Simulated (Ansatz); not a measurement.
**Formation energy and levels of the substitutional impurity W_Hf in HfO2 (P2_1/c)**

Aim: at which Fermi levels does W_Hf in HfO2 (P2_1/c) change its charge? The model is a cell of 96 host atoms with 1 Hf taken out and 1 W put in.

Program: Ansatz 0.2.0. Level of theory: place-levels on r2SCAN runs: charge-transition levels and formation energies with image-charge correction and potential alignment at the atomic sites; PAW set soft_1. Results are calculated unless marked as measured.

## Step 1: The structure

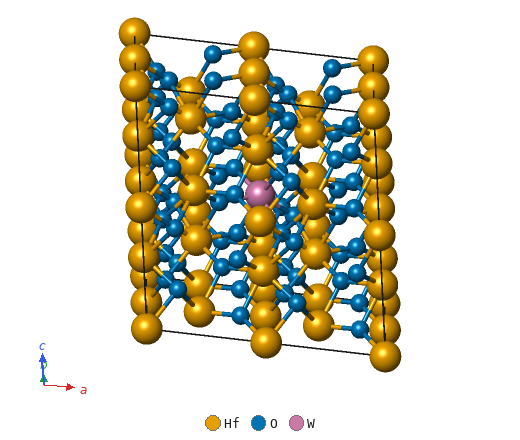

Start, viewed slightly off an axis; hafnium orange, oxygen blue, tungsten pink. Bonds to atoms that aren't drawn are left out. Some periodic images of atoms are drawn too.

The cell holds 96 atoms: 31 Hf, 64 O and 1 W. Its edges and angles: a = 10.229 Å, b = 10.363 Å, c = 10.593 Å, α = 90.0°, β = 99.5°, γ = 90.0°. It derives from HfO2 (space group P2_1/c). Nearest the centre at fractional (0.638, 0.521, 0.604): W88 at 0.00 Å, O93 at 2.04 Å, O22 at 2.05 Å, O68 at 2.14 Å, O84 at 2.14 Å, O91 at 2.16 Å, O53 at 2.24 Å, O90 at 2.25 Å.

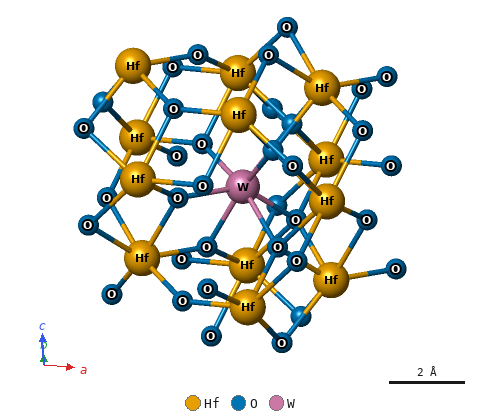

The atoms within 5 Å of the centre.

Screening for the image-charge correction: ε∞ = principal values (4.68, 5.06, 5.10), ε0 = principal values (15.30, 19.46, 21.76), computed on the host (DFPT, PBEsol, on the r2SCAN cell), and a cell off the functional's own equilibrium shifts the ionic part.

The cell's shortest repeat is 10.2 Å.

## Step 2: The runs of each charge state

Levels follow from differences of total energies between charge states, each relaxed by itself.

Each atom starts 0.05 Å or so off its site in a random direction. Forces are taken at one point at (¼, ¼, ¼). The cell holds 1 electron more than the neutral one, with a uniform background that keeps it neutral on the whole. The electron count is odd, so at least one spin is unpaired; this run locks the moment at 1 μB.

The sampling was tested on the host first: at the k-points planned (1x1x1 shifted 0.25 0.25 0.25) its energy lies 0.000 eV an atom from the dense-mesh value, under the bound of 0.02 eV set for this test; that bounds the host's error, not the defect's.

One state's input; the others differ in charge, spin, start and seed, and in occupations where the table says so.

File qm1_M1.relax/input.yaml:

```yaml
crystal:
  lattice:
    - [10.22945049, 0.0, 0.00878192]
    - [0.0, 10.36262867, 0.0]
    - [-1.7504376, 0.0, 10.44767514]
  atoms:
    - { symbol: Hf, position: [0.13808867, 0.22908642, 0.35413071] }
    - { symbol: Hf, position: [0.36191133, 0.47908642, 0.39586929] }
[... 8 atom lines left out ...]
    - { symbol: O, position: [0.46502867, 0.33326232, 0.32786839] }
[... 10 atom lines left out ...]
    - { symbol: O, position: [0.46502867, 0.41673768, 0.57786839] }
    - { symbol: O, position: [0.46502867, 0.33326232, 0.82786839] }
[... 19 atom lines left out ...]
    - { symbol: O, position: [0.27600151, 0.62881421, 0.51078904] }
[... 6 atom lines left out ...]
    - { symbol: Hf, position: [0.86191133, 0.47908642, 0.39586929] }
[... 2 atom lines left out ...]
    - { symbol: O, position: [0.72399849, 0.37118579, 0.48921096] }
[... 8 atom lines left out ...]
    - { symbol: Hf, position: [0.86191133, 0.47908642, 0.89586929] }
    - { symbol: Hf, position: [0.86191133, 0.27091358, 0.64586929] }
[... 4 atom lines left out ...]
    - { symbol: O, position: [0.72399849, 0.37881421, 0.73921096] }
[... 1 atom line left out ...]
    - { symbol: O, position: [0.96502867, 0.41673768, 0.57786839] }
[... 2 atom lines left out ...]
    - { symbol: Hf, position: [0.63808867, 0.72908642, 0.35413071] }
[... 10 atom lines left out ...]
    - { symbol: O, position: [0.53497133, 0.58326232, 0.42213161] }
    - { symbol: Hf, position: [0.63808867, 0.72908642, 0.85413071] }
[... 1 atom line left out ...]
    - { symbol: Hf, position: [0.86191133, 0.77091358, 0.64586929] }
    - { symbol: W, position: [0.63808867, 0.52091358, 0.60413071], spin: 1.0 }
[... 1 atom line left out ...]
    - { symbol: O, position: [0.77600151, 0.62118579, 0.76078904] }
    - { symbol: O, position: [0.77600151, 0.62881421, 0.51078904] }
[... 1 atom line left out ...]
    - { symbol: O, position: [0.53497133, 0.66673768, 0.67213161] }
[... 2 atom lines left out ...]
    - { symbol: O, position: [0.53497133, 0.58326232, 0.92213161] }
  host:
    repeats: [2, 2, 2]
    atoms:
      - { symbol: Hf, position: [0.27617734, 0.45817284, 0.70826142] }
      - { symbol: Hf, position: [0.72382266, 0.95817284, 0.79173858] }
      # ... 10 more atoms of the perfect host
total_charge: -1
basis:
  ecutwfc: 500
  xc_grid: 2
hamiltonian:
  xc: r2scan
  pseudopotentials: { kind: paw, azcp: { folder: soft_1 } }
kpoints:
  mp_grid: { grid: [1, 1, 1], shift: [0.25, 0.25, 0.25] }
magnetization:
  spin_polarized: true
  initial_magnetization: 1
  spin_locking: { lock_magnetization: hard }
scf:
  occupations: { method: fixed }
  max_iter: 80
output:
  forces: true
  charged_corrections:
    epsilon: [[5.04, 0.0, 0.14], [0.0, 5.06, 0.0], [0.14, 0.0, 4.74]]
    static_epsilon: [[21.35, 0.0, 1.58], [0.0, 19.46, 0.0], [1.58, 0.0, 15.71]]
    defect_position: [0.638089, 0.520914, 0.604131]
relax:
  f_tol: 0.02
  max_steps: 80
  random_displacement: { amplitude: 0.05, seed: 5354 }
checkpoint:
  write: "../qm1_M1.relax.run"
  compress: false
  write_wavefunctions: true
  write_every: 100000
```

Run with:

```
$ ansatz run input.yaml --threads 32 --pin off --max-ram 56524MiB --backend cuda --events-out ev --progress --plain --runs-dir out --max-vram 78GiB
```

Defect states can disperse in a cell of this size, so the energy is taken again at a 2×2×2 shifted mesh, on the relaxed structure.

The run of this state that the levels use, under r2SCAN:

File qm1_M1.point/input.yaml:

```yaml
crystal:
  checkpoint: "../qm1_M1.relax.run"
  host: checkpoint
total_charge: -1
basis:
  ecutwfc: 500
  xc_grid: 2
hamiltonian:
  xc: r2scan
  pseudopotentials: { kind: paw, azcp: { folder: soft_1 } }
kpoints:
  mp_grid: { grid: [2, 2, 2], shift: [0.5, 0.5, 0.5] }
magnetization:
  spin_polarized: true
  initial_magnetization: 1
  spin_locking: { lock_magnetization: hard }
scf:
  occupations: { method: fermi_dirac, width: 0.01 }
  max_iter: 80
output:
  forces: true
  eigenvalues: true
  charged_corrections:
    epsilon: [[5.04, 0.0, 0.14], [0.0, 5.06, 0.0], [0.14, 0.0, 4.74]]
    static_epsilon: [[21.35, 0.0, 1.58], [0.0, 19.46, 0.0], [1.58, 0.0, 15.71]]
    defect_position: [0.638089, 0.520914, 0.604131]
  eigenstates: { localisation: true }
  populations: true
  efg: {}
checkpoint:
  read: "../qm1_M1.relax.run"
  write: "../qm1_M1.point.run"
  compress: false
  write_wavefunctions: false
  write_every: 100000
```

Relaxations under r2SCAN at one point at (¼, ¼, ¼); times on 1 × NVIDIA GB200 with 32 threads of Arm Neoverse V2, shared host:

```
charge  moment (μB)  occupations        outcome  steps  largest displacement against the far atoms (Å)  time
    −1            1        fixed      converged     10                                            0.19  23 s
    −1            3        fixed      converged      7                                            0.26  18 s
     0            0        fixed  not converged      1                                               -  10 s
     0            0  fermi-dirac      converged      7                                            0.10  16 s
     0            2        fixed      converged      6                                            0.08  15 s
    +1            1        fixed      converged      7                                            0.14  20 s
    +2            0        fixed      converged     10                                            0.20  15 s
```

Single points under r2SCAN at a 2×2×2 shifted mesh; times on 1 × NVIDIA GB200 with 32 threads of Arm Neoverse V2, shared host:

```
charge  moment (μB)  occupations    outcome   time
    −1            1  fermi-dirac  converged   17 s
    −1            3  fermi-dirac  converged   16 s
     0            0  fermi-dirac  converged  9.4 s
     0            2  fermi-dirac  converged   17 s
    +1            1  fermi-dirac  converged   17 s
    +2            0  fermi-dirac  converged  7.8 s
```

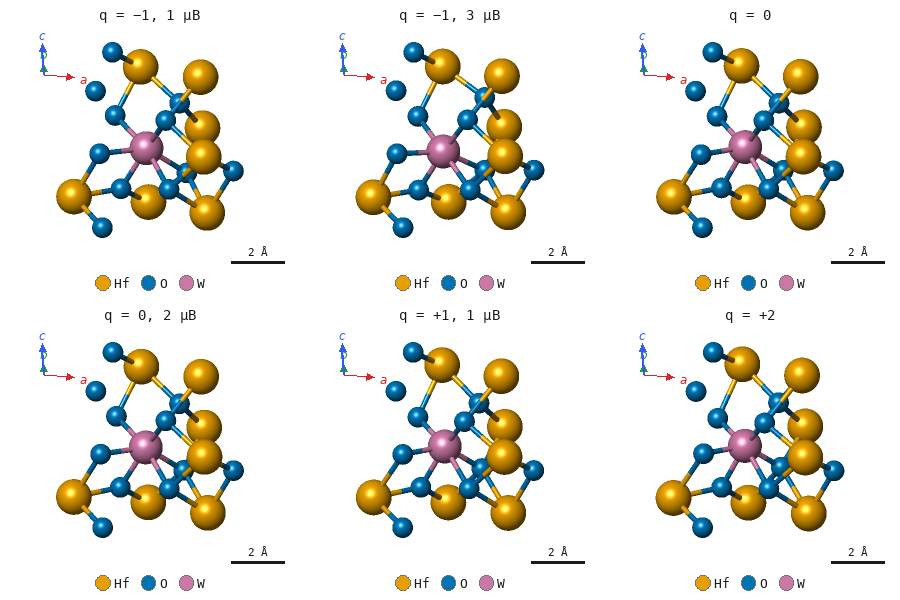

The structures near the centre after relaxation with r2SCAN, by charge. Bonds to atoms that aren't drawn are left out.

Distances (Å) from W88 to the nearest atoms after relaxation with r2SCAN:

```
charge  moment (μB)      1.      2.      3.      4.      5.      6.
    −1            1  O 2.04  O 2.09  O 2.10  O 2.21  O 2.21  O 2.21
    −1            3  O 2.02  O 2.07  O 2.11  O 2.15  O 2.21  O 2.22
     0            0  O 1.99  O 2.02  O 2.02  O 2.13  O 2.13  O 2.20
     0            2  O 2.02  O 2.05  O 2.06  O 2.14  O 2.14  O 2.18
    +1            1  O 1.92  O 1.95  O 2.02  O 2.06  O 2.09  O 2.19
    +2            0  O 1.86  O 1.89  O 1.96  O 2.00  O 2.02  O 2.17
```

## Step 3: Levels against the band edges, r2SCAN

A charged cell interacts with its images and the background, and its potential has another zero than the host's. place-levels removes the first by a point-charge model, screened by the static dielectric constant since the ions have relaxed around the charge, and the second by comparing potentials at atoms far from the defect.

The host is a run of the defect-free crystal in the same cutoffs, grids and k-points, so that basis and sampling errors cancel in part in the differences. Its band edges come from a run of the primitive cell that searches the zone for them. The host is run in a cell of 24 atoms on a matching mesh. Chemical potentials are energies per atom of Hf (hcp) and W (bcc), run with the same functional and cutoff.

File levels.point.yaml:

```yaml
host:
  run: host.point.run
  levels_from: { run: edges.point.run }
states: [qm1_M1.point.run, qm1_M3.point.run, q0.point.run, q0_M2.point.run, qp1_M1.point.run, qp2.point.run]
geometry_from:
  qm1_M1.point.run: qm1_M1.relax.run
  qm1_M3.point.run: qm1_M3.relax.run
  q0.point.run: q0.relax_smeared.run
  q0_M2.point.run: q0_M2.relax.run
  qp1_M1.point.run: qp1_M1.relax.run
  qp2.point.run: qp2.relax.run
  host.point.run: host.relax.run
chemical_potentials:
  Hf:
    energy: -15733.791958
    dataset: "<sha256 of the dataset>"
  W:
    energy: -10398.256653
    dataset: <sha256 of the dataset>
epsilon:
  - [5.04, 0.0, 0.14]
  - [0.0, 5.06, 0.0]
  - [0.14, 0.0, 4.74]
static_epsilon:
  - [21.35, 0.0, 1.58]
  - [0.0, 19.46, 0.0]
  - [1.58, 0.0, 15.71]
vertical:
  - { from: qm1_M1.point.run, to: qm1_M1.point_neutral.run }
  - { from: qm1_M3.point.run, to: qm1_M3.point_neutral.run }
  - { from: qp1_M1.point.run, to: qp1_M1.point_neutral.run }
  - { from: qp2.point.run, to: qp2.point_neutral.run }
```

Run with:

```
$ ansatz place-levels levels.point.yaml -- --threads 32 --pin off --max-ram 56524MiB --backend cuda --max-vram 78GiB
```

Numbers of over 12 decimals in the logs are rounded to 6 here.

What it wrote:

```text
[... repeated set-up lines and file paths are left out, and long positions are rounded to six places ...]
(+2/+1) 2.264 eV above the valence edge, 2.331 eV under the conduction edge
(+1/0) 2.815 eV above the valence edge, 1.780 eV under the conduction edge
(0/-1) 4.194 eV above the valence edge, 0.402 eV under the conduction edge
formation energy of charge +2: +1.177 eV with the Fermi level at the valence edge
formation energy of charge +1: +3.442 eV with the Fermi level at the valence edge
formation energy of charge 0: +6.257 eV with the Fermi level at the valence edge
formation energy of charge -1: +10.451 eV with the Fermi level at the valence edge
vertical -1 to 0: no energy, since no alignment is typed
  the change from vertical[0].from (qm1_M1.point.run) to vertical[0].to (qm1_M1.point_neutral.run): by its potential at epsilon [[5.04, 0, 0.14], [0, 5.06, 0], [0.14, 0, 4.74]] it stands at 0.652 0.559 0.596, with an rms radius of about 2.1 Å (1.2 1.3 1.1 Å [...]
vertical -1 to 0: no energy, since no alignment is typed
  the change from vertical[1].from (qm1_M3.point.run) to vertical[1].to (qm1_M3.point_neutral.run): by its potential at epsilon [[5.04, 0, 0.14], [0, 5.06, 0], [0.14, 0, 4.74]] it stands at 0.618 0.524 0.592, with an rms radius of about 1.7 Å (1.0 0.9 0.9 Å [...]
vertical +1 to 0: no energy, since no alignment is typed
  the change from vertical[2].from (qp1_M1.point.run) to vertical[2].to (qp1_M1.point_neutral.run): by its potential at epsilon [[5.04, 0, 0.14], [0, 5.06, 0], [0.14, 0, 4.74]] it stands at 0.639 0.516 0.600, with an rms radius of about 2.4 Å (1.4 1.4 1.2 Å [...]
vertical +2 to 0: no energy, since no alignment is typed
  the change from vertical[3].from (qp2.point.run) to vertical[3].to (qp2.point_neutral.run): by its potential at epsilon [[5.04, 0, 0.14], [0, 5.06, 0], [0.14, 0, 4.74]] it stands at 0.630 0.519 0.599, with an rms radius of about 2.9 Å (1.7 1.8 1.6 Å across [...]
  edges by r2scan of host.levels_from (edges.point.run), its mesh sampled to repeats of 30.69 Å (the valence edge +0.092 eV and the conduction edge -0.106 eV from those of the host's own run), gap 4.596 eV; the host is sampled to repeats of 26.92 Å
  the defect's cells are sampled to repeats of 26.92 Å, like sampling
  charge +2: -534757.5536 eV with its correction of +0.228 eV, at epsilon [[21.35, 0, 1.58], [0, 19.46, 0], [1.58, 0, 15.71]], aligned at sites: -0.0964 eV, mean over 48 atomic sites at or beyond 5.11 Å from the defect at [0.6381, 0.5209, 0.6041], with [...]
  charge +1: -534742.6955 eV with its correction of +0.029 eV, at epsilon [[21.35, 0, 1.58], [0, 19.46, 0], [1.58, 0, 15.71]], aligned at sites: -0.0766 eV, mean over 48 atomic sites at or beyond 5.11 Å from the defect at [0.6381, 0.5209, 0.6041], with [...]
  charge 0: +0.000 eV for its dipole among its images, +0.001 omitted
  charge -1: -534710.4986 eV with its correction of +0.149 eV, at epsilon [[21.35, 0, 1.58], [0, 19.46, 0], [1.58, 0, 15.71]], aligned at sites: -0.0442 eV, mean over 48 atomic sites at or beyond 5.11 Å from the defect at [0.6381, 0.5209, 0.6041], with [...]
  charge 0: states[2] (q0.point.run) stands 0.992 eV higher, with a moment of 0.00 μB against 2.00
  states[2] (q0.point.run): levels filled in part (TS 0.011 eV): its energy is of no whole electron's
  charge -1: states[0] (qm1_M1.point.run) stands 0.228 eV higher, with a moment of 1.00 μB against 3.00
  of states[5] (qp2.point.run): it parts from the run that its charge is read beside by 2 carriers, of which the mean alone is read, by its potential at epsilon [[5.04, 0, 0.14], [0, 5.06, 0], [0.14, 0, 4.74]], taken for that of held ions (one typed too small [...]
  of states[4] (qp1_M1.point.run): its displacements don't fall off away from the defect: farther atoms stand 0.011 Å off the host's places. If it and the host are in different phases,
```

It took 0.7 s on 32 threads of Arm Neoverse V2, shared host.

Levels between the charges placed, in eV above the valence top:

```
        gap (eV)  (+2/+1)  (+1/0)  (0/−1)
r2SCAN      4.60     2.26    2.82    4.19
```

Corrections by state:

```
charge  moment (μB)  image terms and alignment (eV)  band filling (eV)                                  ε used  over the lowest of its charge, as the program ranks them, band filling apart (eV)
    +2          0.0                           0.228                  -  principal values (15.30, 19.46, 21.76)                                                                              0.000
    +1          1.0                           0.029                  -  principal values (15.30, 19.46, 21.76)                                                                              0.000
     0          2.0                           0.000                  -                                       -                                                                              0.000
    −1          3.0                           0.149                  -  principal values (15.30, 19.46, 21.76)                                                                              0.000
     0          0.0                           0.000                  -                                       -                                                                              0.992
    −1          1.0                           0.141                  -  principal values (15.30, 19.46, 21.76)                                                                              0.228
```

The charged structures listed were also run neutral, and place-levels reads from each pair, by the potential or the spins, how wide the charge is by which they differ; that can be the carrier of either run.

```
charge  rms radius (Å)  spread where it is widest against the cell (Å)  wide from (Å)  reading
    +2             2.9                                            1.75           1.79   narrow
    +1             2.4                                            1.44           1.79   narrow
    −1             1.7                                            1.03           1.75   narrow
```

The neutral runs of these pairs need not share the spin of the lowest neutral state, and very wide values only mean spread over the cell.

From the program's caveats on the states, each cut to its opening words:

- charge +2: it parts from the run that its charge is read beside by 2 carriers, of which the mean alone is read, by its potential at epsilon [[5.04, 0, 0.14], [0, 5.06, [...]
- charge +2: its displacements don't fall off away from the defect: farther atoms stand 0.016 Å off the host's places
- charge +1 (1 μB): its displacements don't fall off away from the defect: farther atoms stand 0.011 Å off the host's places
- charge +1 (1 μB), 0 (2 μB), −1 (3 μB), −1 (1 μB): flagged: stability check not made
- charge −1 (3 μB): its displacements don't fall off away from the defect: farther atoms stand 0.014 Å off the host's places

The host's formation energy from the elements is -3.796 eV per atom; it sets how far the chemical potentials can move.

Limit set by the element alone; other compounds of these elements are not counted. Chemical potentials from the elements' reference states: Hf 0.00 eV, O -5.69 eV, W 0.00 eV. Formation energies (Hf-rich), with the Fermi level at the valence top and at the conduction bottom (gap 4.60 eV):

```
charge  at valence top (eV)  at conduction bottom (eV)  correction included (eV)
    +2                 1.18                      10.37                      0.23
    +1                 3.44                       8.04                      0.03
     0                 6.26                       6.26                      0.00
    −1                10.45                       5.86                      0.15
```

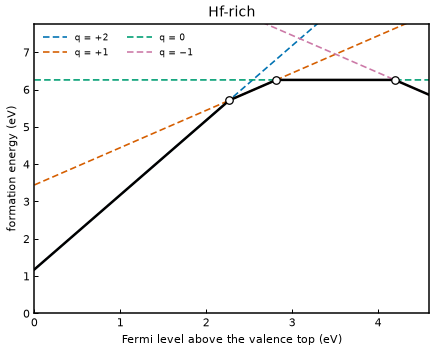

Formation energy against Fermi level; the thick line follows the lowest charge state and circles mark the transition levels.

Limit set by the element alone; other compounds of these elements are not counted. Chemical potentials from the elements' reference states: O 0.00 eV, Hf -11.39 eV, W 0.00 eV. Formation energies (O-rich), with the Fermi level at the valence top and at the conduction bottom (gap 4.60 eV):

```
charge  at valence top (eV)  at conduction bottom (eV)  correction included (eV)
    +2               -10.21                      -1.02                      0.23
    +1                -7.95                      -3.35                      0.03
     0                -5.13                      -5.13                      0.00
    −1                -0.94                      -5.53                      0.15
```

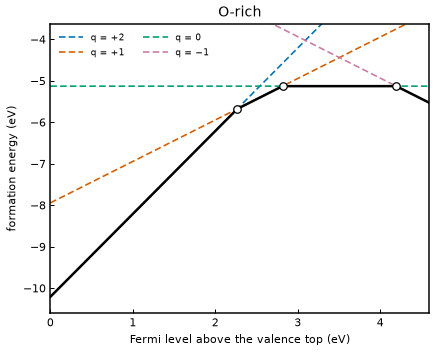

Formation energy against Fermi level; the thick line follows the lowest charge state and circles mark the transition levels.

## Step 4: What came out

```
gap of the host                                                          : 4.60 eV (r2SCAN)
level (plus 2/plus 1)                                                    : 2.26 eV above the valence top
level (plus 1/0)                                                         : 2.82 eV above the valence top
level (0/minus 1)                                                        : 4.19 eV above the valence top
lowest of the charges placed, just above the valence top (0.02 eV)       : +2
lowest of the charges placed, just below the conduction bottom (0.02 eV) : −1
lowest formation energy at mid-gap of the charges run, Hf-rich           : 5.74 eV
lowest formation energy at mid-gap of the charges run, O-rich            : -5.65 eV
```

**Reading.** Of the charges placed (−1, 0, +1 and +2), the lowest changes at 2.26 eV (+2/+1), 2.82 eV (+1/0) and 4.19 eV (0/−1) above the valence top, in a gap of 4.60 eV. Charges above +2 and below −1 were not placed, so these runs say nothing of levels that involve them. States placed: +2 at 0 μB; +1 at 1 μB; 0 at 2 μB and 0 μB; −1 at 3 μB and 1 μB. Other spin states or structures, where not listed, weren't placed. W is taken at its element; compounds, which aren't counted here, bound the chemical potentials and would shift these formation energies. The lowest formation energy (O-rich) is negative across the gap, so the defect would form by itself: these chemical potentials lie beyond what competing compounds allow, or the host is unstable against it. What this leaves open: r2SCAN makes the gap too small and tends to spread out bound carriers; where a gas molecule sets a chemical potential or the host's formation energy, its binding is uncorrected; spin–orbit coupling, which can matter with heavy atoms, is left out.

[Logs are printed without paths, hosts, clocks, repeated set-up lines and the standing remarks that a program may print on its own settings, such as how far it seeks lower states.]

[Hosts, paths, dates, database ids (printed as entryN), source tags and the programs' standing remarks are cut or masked in the printed files.]

[Where a table of states has a column of steps, it counts the stored structures, which are thinned; the runs took as many ionic steps or more.]

[A defect's name tells the site on which it was built; relaxed atoms can leave that site.]

[For some hosts the program warned that the k-mesh of the response run may be too coarse for force constants and the static dielectric constant; such warnings are not shown here.]
